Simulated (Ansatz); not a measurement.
## Electronic structure of SnS in real space

Input

```
crystal:
  lattice:
    - [11.2, 0.0, 0.0]
    - [0.0, 3.987, 0.0]
    - [0.0, 0.0, 4.334]
  atoms:
    - { symbol: Sn, position: [0.1194, 0.25, 0.1198] }
    - { symbol: Sn, position: [0.3806, 0.75, 0.6198] }
    - { symbol: Sn, position: [0.6194, 0.25, 0.3802] }
    - { symbol: Sn, position: [0.8806, 0.75, 0.8802] }
    - { symbol: S, position: [0.8508, 0.25, 0.4793] }
    - { symbol: S, position: [0.6492, 0.75, 0.9793] }
    - { symbol: S, position: [0.3508, 0.25, 0.0207] }
    - { symbol: S, position: [0.1492, 0.75, 0.5207] }
basis:
  ecutwfc: 420
kpoints:
  mp_grid: { grid: [2, 6, 6] }
hamiltonian:
  xc: pbe
  dispersion: d3bj
scf:
  occupations: { method: gaussian, width: 0.02 }
output:
  forces: true
  stress: true
  eigenvalues: true
  write_density: true
  write_potential: true
  elf: true
  volumetric_format: npy
relax:
  adjacent_minimum: "off"
  f_tol: 0.02
  max_steps: 70
  cell: { stress_tol: 0.1 }
```

Launched as:

```sh
ansatz run input.yaml --threads 2 --pin off --max-ram 5120MiB --backend cpu --events-out ev --progress --plain --runs-dir out
```

Below, planes, directions and counts refer to the conventional cell (a = 11.20 Å, b = 4.00 Å, c = 4.25 Å, α = 90.00°, β = 90.00°, γ = 90.00°).

The fields are those of the relaxed geometry.

Space group Pnma.

Level of theory: DFT PBE+D3(BJ), scalar-relativistic, plane waves, PAW (Ansatz).

Core electrons are frozen (PAW), and the valence fields are smoothed inside the atomic spheres.

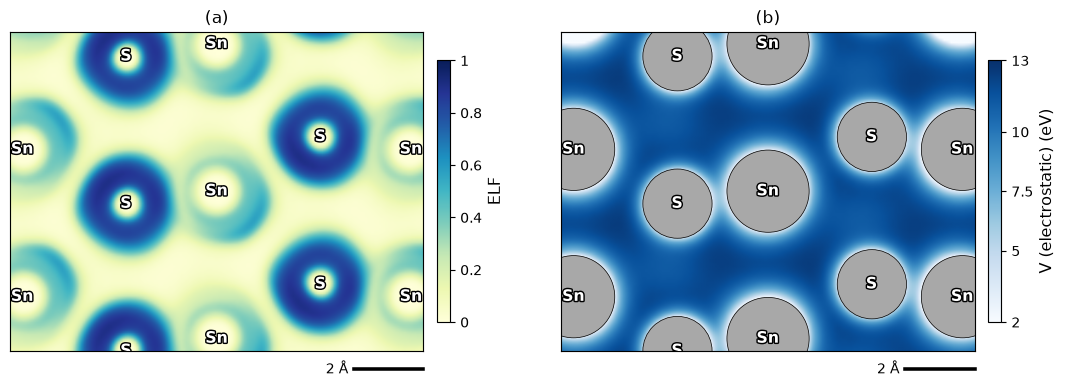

Figure 1. (a) ELF; (b) electrostatic potential (local pseudopotential plus Hartree) felt by an electron on the (010) plane of the conventional cell. Grey discs cover the atomic cores in the potential map.

**What does the map show?**

The section cuts through Sn and S sites. Sn–S (2.63 Å): the ELF peaks at about 0.85 in the valence shell of S, 0.9 Å from its nucleus, and is about 0.50 at the midpoint. The ELF also peaks beside S, away from the bonds: lone-pair regions. Outside the cores the potential energy rises away from the atoms and is highest about 1.9 Å from the nearest atoms; its zero is arbitrary.

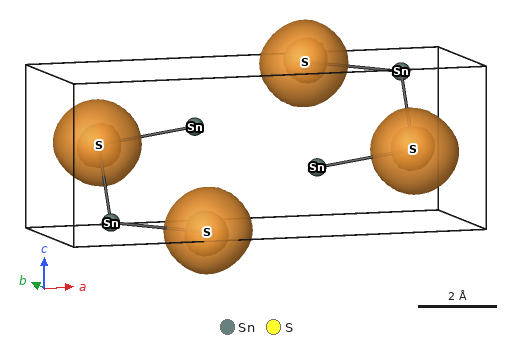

Figure 2. Isosurface of the ELF at 0.75 (orange), seen slightly off an axis. Only the valence region is drawn (cores and ρ < 0.01 e/Å³ removed). Sticks mark near contacts.

**What do the ELF domains correspond to?**

At this value the surface marks out four regions wrapped around S (the valence shell of each), counted in one cell of 8 atoms. Any copies at cell faces, edges or corners count once. Profiles from the grid: Sn–S (2.69 Å): the ELF peaks at about 0.85 in the valence shell of S, 0.8 Å from its nucleus, and drops to about 0.25 between the two atoms.

**Does the calculation make it a metal, or give it a gap?**

It is gapped, with a Kohn–Sham gap of 0.77 eV on the k-point mesh (the band edges may lie off the mesh, which would make the gap smaller).
